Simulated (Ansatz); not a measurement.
**Mg2Ge2N: density, localisation and related maps**

```
Mg Ge N
1.0
     4.43606    0.00000    0.00000
     0.00000    4.43606    0.00000
     0.00000    0.00000   10.49346
Mg Ge N
4 4 2
Direct
  0.00000 0.50000 0.25000
  0.50000 0.00000 0.75000
  0.50000 0.00000 0.25000
  0.00000 0.50000 0.75000
  0.00000 0.00000 0.39183
  0.50000 0.50000 0.89183
  0.00000 0.00000 0.60817
  0.50000 0.50000 0.10817
  0.00000 0.00000 0.00000
  0.50000 0.50000 0.50000
```

Space group I4/mmm; a structure generated by program, which may or may not match a known phase; computed without spin polarisation.

Method: DFT PBE, scalar-relativistic, plane waves, PAW (Ansatz).

Core electrons are frozen (PAW), and the valence fields are smoothed inside the atomic spheres.

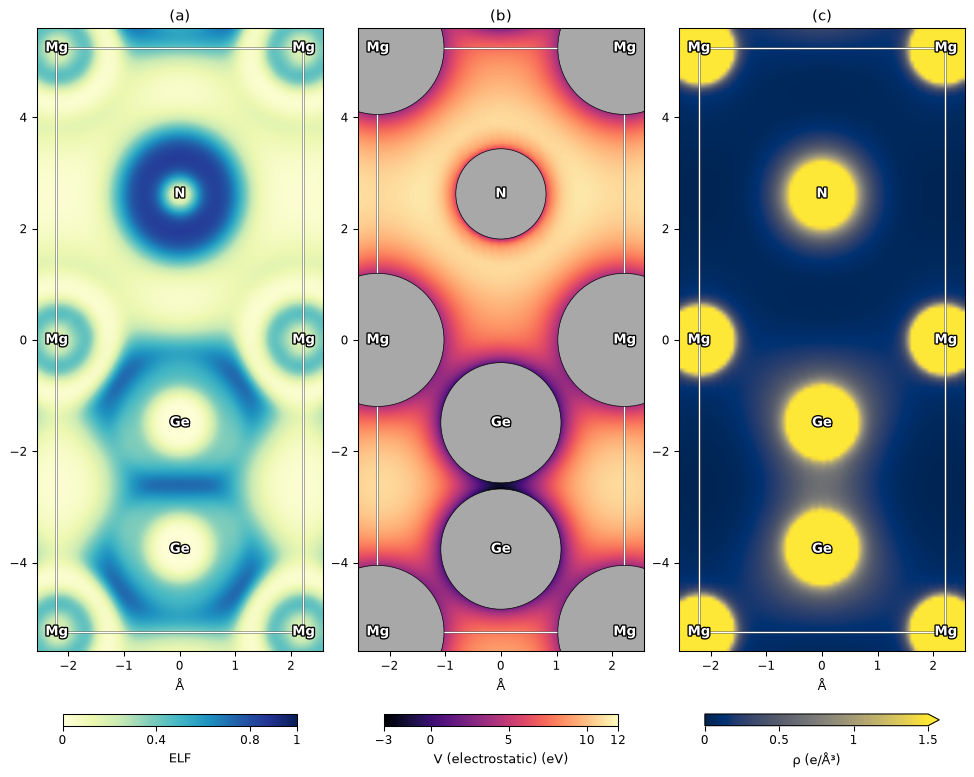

Figure 1. (a) electron localisation function; (b) electrostatic potential (local pseudopotential plus Hartree) felt by an electron; (c) valence charge density (pseudo) on the (100) plane of the conventional cell. Grey discs cover the atomic cores in the potential map.

Question: Describe what can be read from this map.

Answer:
- The plane passes through Mg, Ge and N nuclei.
- Ge–Ge (2.27 Å): ρ is about 0.66 e/Å³ halfway; the ELF peaks at about 0.70 between the atoms.
- Mg–Ge (2.67 Å): ρ at the midpoint is about 0.25 e/Å³; the ELF peaks at about 0.70 in the valence shell of Ge, 1.3 Å from its nucleus, and is about 0.70 at the midpoint.
- Mg–N (3.44 Å): ρ at the midpoint is about 0.06 e/Å³; the ELF is about 0.15 at the midpoint (no shared electron pair shows on this line).
- Between the atoms the lowest density in this plane is 0.02 e/Å³.
- Outside the cores the potential energy rises away from the atoms and is highest about 1.4 Å from the nearest atoms; its zero is arbitrary.

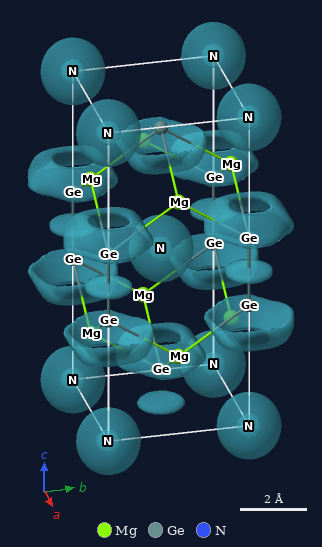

Figure 2. Isosurface of the ELF at 0.65 (cyan), seen at an oblique angle. Core shells and regions of very low density are left out. Sticks mark near contacts.

Question: Where are the electrons localised?

Answer: The surface consists of two regions between bonded Ge–Ge atoms, four regions wrapped around Ge (the valence shell of each) and two regions wrapped around N (the valence shell of each), counted in one cell of 10 atoms. Regions shared between cells count once.

Question: What Bader charges does the calculation give?

Answer: Electrons move from Mg towards Ge and N. Bader charges: Mg +1.44, Ge −1.07 and N −0.73 e.

Question: Does the calculation make it a metal, or give it a gap?

Answer: It is gapless in this calculation (a metal or semimetal).
